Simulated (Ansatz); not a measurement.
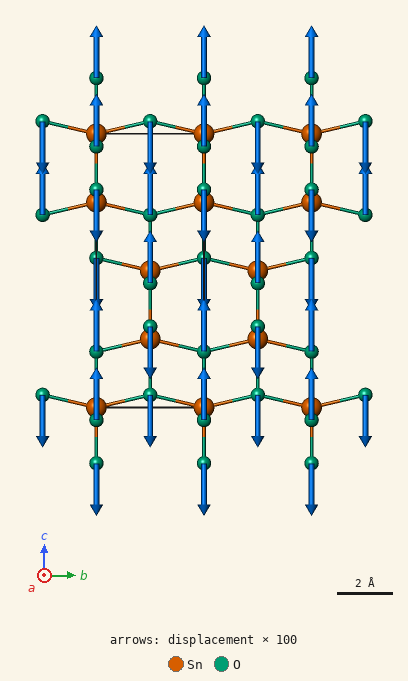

This is a relaxation of crystalline SnO2 (set up in I4_1/amd). The starting structure is drawn; blue arrows show the displacements (the part carried along by the change of the cell is left out), 100 times their true length.

A ball-and-stick model of the conventional cell (2 times the calculation's cell), repeated 1 × 2 × 1 with one cell outlined, seen along the a axis. Lengths and directions refer to the drawn axes.

Case: volume × 0.94, shape and atoms relaxed.

Theory: Ansatz, DFT PBE, scalar-relativistic, plane waves, PAW.

The input:
```yaml
crystal:
  lattice:
    - [-1.988408724, 1.988408724, 5.0570793321]
    - [1.988408724, -1.988408724, 5.0570793321]
    - [1.988408724, 1.988408724, -5.0570793321]
  atoms:
    - { symbol: Sn, position: [0.75, 0.25, 0.5] }
    - { symbol: Sn, position: [0.0, 0.0, 0.0] }
    - { symbol: O, position: [0.7959937704, 0.7959937704, 0.0] }
    - { symbol: O, position: [0.9540062296, 0.4540062296, 0.5] }
    - { symbol: O, position: [0.2040062296, 0.2040062296, 0.0] }
    - { symbol: O, position: [0.5459937704, 0.0459937704, 0.5] }
basis:
  ecutwfc: 420
kpoints:
  mp_grid: { grid: [10, 10, 10] }
hamiltonian:
  xc: pbe
scf:
  occupations: { method: gaussian, width: 0.02 }
output:
  forces: true
  stress: true
  eigenvalues: true
relax:
  adjacent_minimum: "off"
  f_tol: 0.01
  max_steps: 30
  cell: { stress_tol: 0.1, fix: [volume] }
```

Run as
```bash
ansatz run input.yaml --threads 1 --pin off --max-ram 2560MiB --backend cpu --events-out ev --progress --plain --runs-dir out
```

### Atoms of which element are displaced furthest, and by how much?

Oxygen: up to 0.020 Å, against 0.000 Å for tin.

### What did the optimiser do to the structure, and how much energy did it gain?

The largest moves relative to the cell, 0.020 Å, are those of O3, O4, O5 and O6. O5 goes along +c. Sn stays in place. The drawn cell changes at constant volume: a = b 3.977 → 3.987 Å (+0.3 %), c 10.114 → 10.063 Å (−0.5 %). Among the contacts that change: Sn1–O4 2.063 → 2.072 Å. The space group stays I4_1/amd (No. 141). After 2 accepted moves (3 points after the start) the energy has fallen by 1.1 meV per atom. The largest force component goes from 0.21 to 0.0022 eV/Å. The pressure goes from 10.65 to 9.79 GPa. At 1 point the geometry stayed and the basis and grid were re-selected for the new cell (energy shift of less than 0.05 meV per atom at most each time).
